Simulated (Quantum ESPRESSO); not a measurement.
Single-point calculation, with input and output: Pt

The run: single-point calculation of Pt (2 atoms in the cell). Method and program: Kohn-Sham DFT of a periodic cell, PBEsol, SG15 PBE 1.2, no spin polarisation (Quantum ESPRESSO 7.5).

The structure derives from a Materials Project entry.

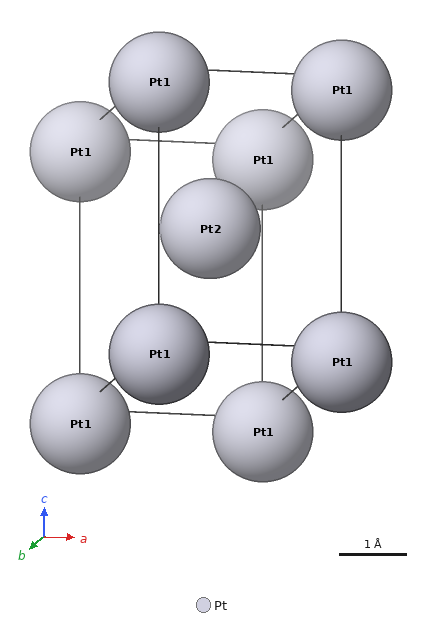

Figure 1. The structure as given in the input (spheres-only view of the cell of the calculation, seen at an oblique angle; atoms are numbered from 1 in the order of the input). An atom can appear more than once, as a periodic image.

Input file:
```python
import numpy as np
from ase.calculators.espresso import Espresso, EspressoProfile
from ase.io import read

atoms = read('Pt.xyz')

input_data = {
    'control': {'calculation': 'scf', 'prefix': 'pwscf', 'outdir': './tmp', 'tprnfor': True, 'tstress': True, 'disk_io': 'nowf'},
    'system': {'ecutwfc': 70.0, 'nbnd': 26, 'input_dft': 'pbesol', 'occupations': 'smearing', 'smearing': 'mp', 'degauss': 0.00999582},
    'electrons': {'conv_thr': 4e-10, 'electron_maxstep': 120, 'mixing_beta': 0.5},
}
pseudopotentials = {'Pt': 'Pt_ONCV_PBE-1.2.upf'}
profile = EspressoProfile(command='pw.x', pseudo_dir='pseudo')
dft = Espresso(profile=profile, input_data=input_data, pseudopotentials=pseudopotentials, kpts=(10, 10, 6), koffset=(0, 0, 0))
atoms.calc = dft

print(f'energy {atoms.get_potential_energy():.8f} eV')
print('forces (eV/A)')
print(np.round(atoms.get_forces(), 6))
print('stress (eV/A^3, Voigt)')
print(np.round(atoms.get_stress(), 8))
print(f'Fermi level {dft.get_fermi_level():.4f} eV')
```

File Pt.xyz:
```
2
Lattice="-1.5842200000 1.5842200000 1.5842200000 1.5842200000 -1.5842200000 1.5842200000 3.1684400000 3.1684400000 0.0000000000" Properties=species:S:1:pos:R:3 pbc="T T T"
Pt     3.0142907998      3.0061164780      0.0226736735
Pt     1.7383692002      1.7465435220      1.5615463265
```

Command:
```bash
OMP_NUM_THREADS=1 python run.py
```

What the program printed:
```
energy -6595.85225306 eV
forces (eV/A)
[[ 4.181584  4.164222 -0.633941]
 [-4.181584 -4.164222  0.633941]]
stress (eV/A^3, Voigt)
[-0.10027567 -0.09907563 -0.15011693  0.02660545  0.02712146 -0.07812695]
Fermi level 21.7114 eV
```

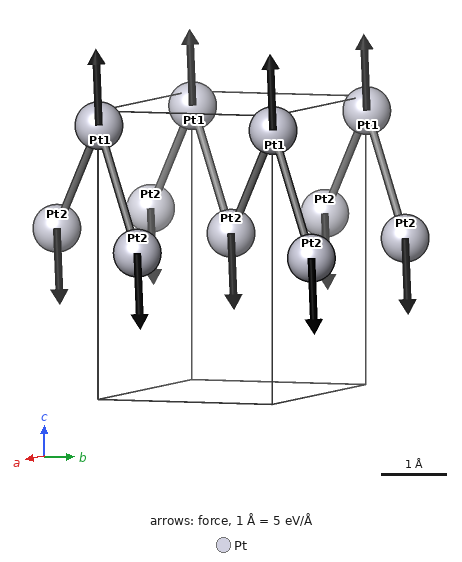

Figure 2. Forces on the atoms as black arrows (ball-and-stick view of the cell of the calculation, seen at an oblique angle; bonded neighbours outside the cell are drawn too; atoms are numbered from 1 in the order of the input). The largest act on Pt1, Pt2 (5.94 eV/Å). The geometry is not a stationary point of this energy.

Results in brief:

| quantity | value |
| --- | --- |
| outcome | converged |
| space group (tolerance 0.01 Å) | P-1 (2) |
| electrons treated | 36 |
| free energy | −6595.8528 eV |
| Fermi energy | 21.711 eV |
| gap on the k-point mesh | none (metallic) |
| pressure | 18.66 GPa |
| largest force (length of the vector) | 5.935 eV/Å |
| hardware | 1 thread of Intel Xeon (Sapphire Rapids), 16 GiB of memory available, shared host |
| wall time | 3.6 min |
| peak memory | 0.31 GiB |

Further notes kept with the run: potentials made for another functional. Points of doubt noted for this run: potentials made for another functional. Spin–orbit coupling is left out, which matters for Pt. The cell is under a pressure of 18.7 GPa at this level, so it is not at its equilibrium volume.
